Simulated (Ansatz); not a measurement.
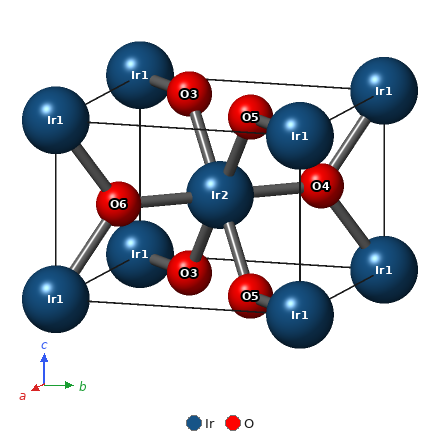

The system is IrO₂ (P4_2/mnm, No. 136; 6 atoms in the cell); the picture shows the reference structure. The energy is mapped over a free internal coordinate and the cell. The first coordinate is: shift of O3 along [1 1 0] of the conventional cell, Cartesian (0.71 0.71 0), its symmetry partners moved as symmetry demands (measured in the relaxed cell); the second: c/a of the conventional cell at fixed volume. Nothing is relaxed (all other coordinates fixed). The grid has 11 × 11 points. Points are written as (first, second). Energies are in meV/atom, from the lowest grid point. The runs have no spin polarisation; a magnetic state may lie lower. All numbers below come from DFT PBEsol, scalar-relativistic, plane waves, PAW in Ansatz. Settings: cutoff 520 eV, k-mesh 10×10×12 in the order of the run's cell vectors, gaussian smearing 0.15 eV, no spin polarisation.

Its coordinates:

```
CELL_PARAMETERS angstrom
4.47158 0.00000 0.00000
0.00000 4.47158 0.00000
0.00000 0.00000 3.15357
ATOMIC_POSITIONS crystal
Ir 0.00000 0.00000 0.00000
Ir 0.50000 0.50000 0.50000
O 0.30878 0.30878 0.00000
O 0.19122 0.80878 0.50000
O 0.69122 0.69122 0.00000
O 0.80878 0.19122 0.50000
```

The input of one point:

```yaml
crystal:
  lattice:
    - [4.4715818232, 0.0, 0.0]
    - [0.0, 4.4715818232, 0.0]
    - [0.0, 0.0, 3.1535743094]
  atoms:
    - { symbol: Ir, position: [0.0, 0.0, 0.0] }
    - { symbol: Ir, position: [0.5, 0.5, 0.5] }
    - { symbol: O, position: [0.3087817154, 0.3087817154, 0.0] }
    - { symbol: O, position: [0.1912182846, 0.8087817154, 0.5] }
    - { symbol: O, position: [0.6912182846, 0.6912182846, 0.0] }
    - { symbol: O, position: [0.8087817154, 0.1912182846, 0.5] }
basis:
  ecutwfc: 520.0
kpoints:
  mp_grid: { grid: [10, 10, 12] }
hamiltonian:
  xc: pbesol
  pseudopotentials: { kind: paw, azcp: { folder: soft_1 } }
scf:
  occupations: { method: gaussian, width: 0.15 }
output:
  forces: true
  stress: true
  eigenvalues: true
```

Range: shift of O3 along [1 1 0] of the conventional cell, Cartesian (0.71 0.71 0), its symmetry partners moved as symmetry demands (measured in the relaxed cell) from −0.234 to 0.234 Å; c/a of the conventional cell at fixed volume from 0.614 to 0.797.

### What landscape does the calculation give?

The lowest grid point is at (0.000 Å, 0.705). No other kind of well shows on this grid. The highest grid point, (0.234 Å, 0.614), lies 1171 meV/atom above the lowest. Round the minimum the valley is somewhat tilted: raising the first coordinate shifts the best value of the second coordinate upwards (coupling k₁₂/√(k₁₁k₂₂) about −0.5).

```tsv
second ↓, first →	−0.234	−0.187	−0.140	−0.094	−0.047	0.000	0.047	0.094	0.140	0.187	0.234
0.797	1164	836	575	378	240	159	133	159	237	367	553
0.779	1066	748	495	305	176	104	87	120	203	338	529
0.760	969	662	419	239	121	60	51	92	182	323	520
0.742	876	579	347	181	77	27	28	78	175	324	528
0.724	786	503	286	135	44	7	19	78	185	342	555
0.705	702	433	235	101	25	0	23	94	211	378	603
0.687	625	375	196	79	18	7	43	126	255	435	672
0.669	558	329	170	70	25	29	79	175	318	511	763
0.650	502	296	156	75	46	66	131	242	400	610	877
0.632	459	276	156	93	81	117	199	326	501	728	1014
0.614	430	269	170	125	131	184	283	428	621	867	1171
```

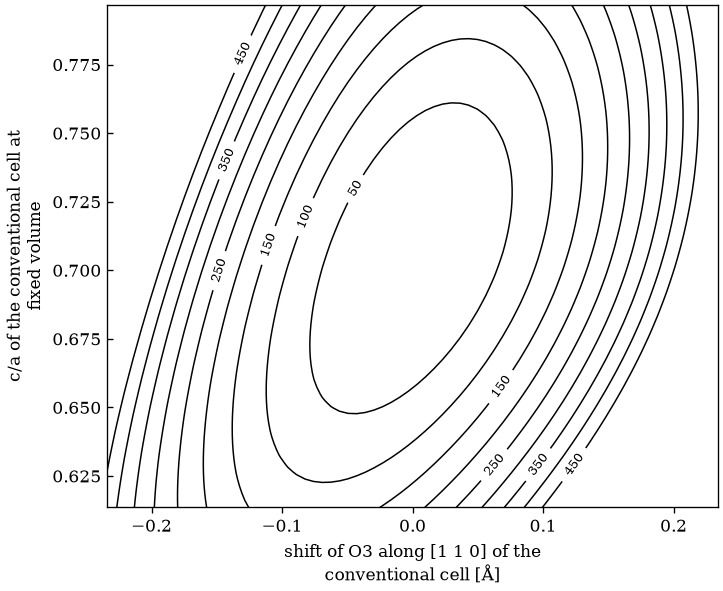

Drawn: contour lines labelled in meV/atom (none above 450). Between grid points the surface is interpolated.

Each point was launched as `ansatz run input.yaml --threads 4 --pin off --max-ram 8192MiB --backend cpu --events-out ev --progress --plain --runs-dir out`. The whole map (121 points run) took 8.5 min on 4 threads of AMD EPYC 7R43 64-Core Processor (Zen 3), with other jobs on the host.
